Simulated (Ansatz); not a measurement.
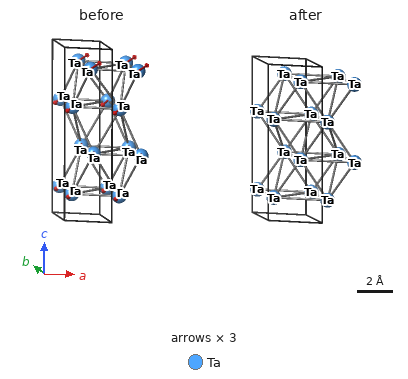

The structure of solid Ta (set up in P1) before (left) and after (right) a relaxation, at one scale. The red arrows give the displacements (the part carried along by the change of the cell is left out), magnified 3 times.

Style: ball-and-stick. Shown: the cell of the calculation, repeated 2 × 2 × 1 with one cell outlined, slightly off an axis.

Case: all atoms moved at random, sigma 0.1 Å for each component, cell strained at random, sigma 0.01; relaxed back.

Level of theory: DFT PBEsol, scalar-relativistic, plane waves, PAW (Ansatz 0.2.0).

Input
```yaml
crystal:
  lattice:
    - [2.8826438776, 0.0112800706, 0.0092818427]
    - [-1.4315531111, 2.4476665041, -0.0105710897]
    - [0.0329674058, -0.0243213103, 10.3151441459]
  atoms:
    - { symbol: Ta, position: [0.7098471327, 0.3710856529, 0.3763423247] }
    - { symbol: Ta, position: [0.6276546625, 0.3160096292, 0.8673223938] }
    - { symbol: Ta, position: [0.325024875, 0.6606387113, 0.1262528942] }
    - { symbol: Ta, position: [0.3374733298, 0.6522660066, 0.6300823873] }
basis:
  ecutwfc: 420
kpoints:
  mp_grid: { grid: [12, 12, 4] }
hamiltonian:
  xc: pbesol
scf:
  occupations: { method: gaussian, width: 0.15 }
output:
  forces: true
  stress: true
  eigenvalues: true
relax:
  adjacent_minimum: "off"
  f_tol: 0.01
  max_steps: 80
  cell: { stress_tol: 0.1 }
```

Launched with:
```bash
ansatz run input.yaml --threads 1 --pin off --max-ram 2560MiB --backend cpu --events-out ev --progress --plain --runs-dir out
```

Q: Describe what moved and what it gained.

A: The run was cut off at its time limit before the program reported convergence, but its last step already meets the force threshold: the largest component is 0.0042 eV/Å against 0.01 eV/Å. The pressure is within 0.05 GPa of its target. After 8 accepted moves (9 points after the start) the energy has fallen by 1.244 eV per cell of the calculation. Largest force component: 1.3 eV/Å at the start, 0.0042 eV/Å at the end. The pressure goes from −0.67 to −0.05 GPa. The line search rejected the trial step at point 1 of the run. Ta2 moves most relative to the cell: 0.44 Å roughly along [2 3 0]. The volume changes by −3.3 %, with a 2.883 → 3.278 Å (+13.7 %), b unchanged at 2.836 Å, c 10.315 → 9.300 Å (−9.8 %), α 90.4° → 90.0°, β 89.6° → 90.0°, γ 120.1° → 125.3°. Near-neighbour distances that change, for instance: Ta2–Ta3 4.236 → 3.281 Å, Ta2–Ta4 4.102 → 3.280 Å, Ta1–Ta3 4.092 → 3.280 Å, Ta1–Ta4 4.080 → 3.279 Å. New bonds form: Ta1–Ta4 (4.08 → 3.28 Å). Within 0.06 Å the space group is P1 at the start and Im-3m at the end; at a tighter tolerance small leftover displacements or strains of the cell lower it.
